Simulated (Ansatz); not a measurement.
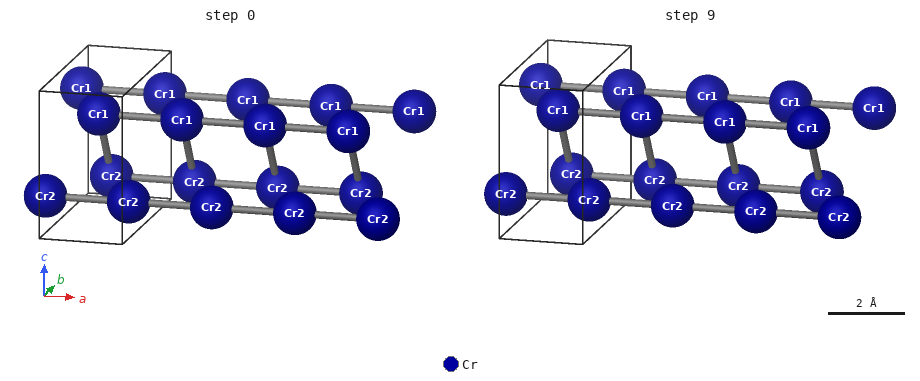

The structure of solid Cr (set up in Cmcm) before (left) and after (right) a relaxation, at one scale.

The picture is a ball-and-stick view of the conventional cell (2 times the calculation's cell), repeated 4 × 1 × 1 with one cell outlined, seen slightly off an axis. Lengths and directions refer to the drawn axes.

Theory: DFT PBE, scalar-relativistic, plane waves, PAW (Ansatz 0.2.0). Settings: plane-wave cutoff 420 eV; k-point mesh 20 × 20 × 10; occupations gaussian; smearing width 0.1 eV; no spin polarisation; cell and atoms relaxed; force threshold 0.005 eV/Å; at most 80 steps.

**Summarise the run.**

After 6 accepted moves (9 points after the start) the energy has fallen by 16.2 meV per atom. The largest force component goes from 0.16 to 0.00035 eV/Å. Pressure: 7.49 GPa at the start and −0.02 GPa at the end. The line search rejected the trial step at point 5 of the run. The SCF was repeated twice at an unchanged geometry on a basis and grid sized afresh for the cell, which shifted the energy by 0.4 meV per atom at most. The largest moves relative to the cell, 0.050 Å, are those of Cr1 and Cr2. Cr1 goes along −b. Cell: a 2.294 → 2.301 Å (+0.3 %), b 4.934 → 4.867 Å (−1.4 %), c 4.064 → 4.227 Å (+4.0 %). Volume +2.9 %. Some distances before and after: Cr1–Cr2 2.400 → 2.513 Å, Cr1–Cr1 2.721 → 2.692 Å, Cr1–Cr2 (another image) 2.619 → 2.635 Å, Cr1–Cr1 (another image) 2.294 → 2.301 Å. The space group stays Cmcm (No. 63).
